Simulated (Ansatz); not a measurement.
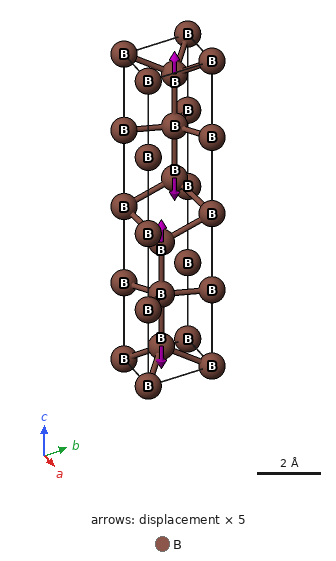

This is a relaxation of a crystal of B (a generated structure, set up in P6_3/mmc) (coarse preliminary run). The starting structure is drawn; purple arrows show the displacements (the part carried along by the change of the cell is left out), 5 times their true length.

Style: ball-and-stick. Shown: the cell of the calculation, slightly off an axis.

Theory: Ansatz, DFT PBE, scalar-relativistic, plane waves, PAW. (plane-wave cutoff 420 eV; k-point mesh 6 × 6 × 2; occupations gaussian; smearing width 0.1 eV; no spin polarisation; cell and atoms relaxed; force threshold 0.04 eV/Å; at most 70 steps)

Question: What happened in the run?

Answer: The largest moves relative to the cell, 0.16 Å, are those of B atoms. The drawn cell changes as follows: a = b 2.932 → 2.969 Å (+1.3 %), c 10.343 → 9.108 Å (−11.9 %); the volume changes by −9.7 %. Near-neighbour distances that change, for instance: B–B 2.586 → 2.277 Å, B–B 2.353 → 2.050 Å, B–B 1.880 → 1.804 Å, B–B 1.768 → 1.715 Å. Bond angles that change, for instance: B–B–B 77.5° → 69.2°, B–B–B 102.5° → 110.8°, B–B–B 115.8° → 108.2°. The space group stays P6_3/mmc (No. 194). Over 3 accepted moves (5 points after the start) the energy falls by 1.375 eV per cell of the calculation. Largest force component: 1.2 eV/Å at the start, 0.035 eV/Å at the end. The pressure goes from −11.52 to −0.17 GPa. The line search rejected the trial step at point 3 of the run. The SCF was repeated once at an unchanged geometry on a basis and grid sized afresh for the cell, which shifted the energy by 5.4 meV per cell of the calculation at most. The run took 11 s on 1 thread of Arm Neoverse V1 (shared host), peak memory 0.32 GiB.
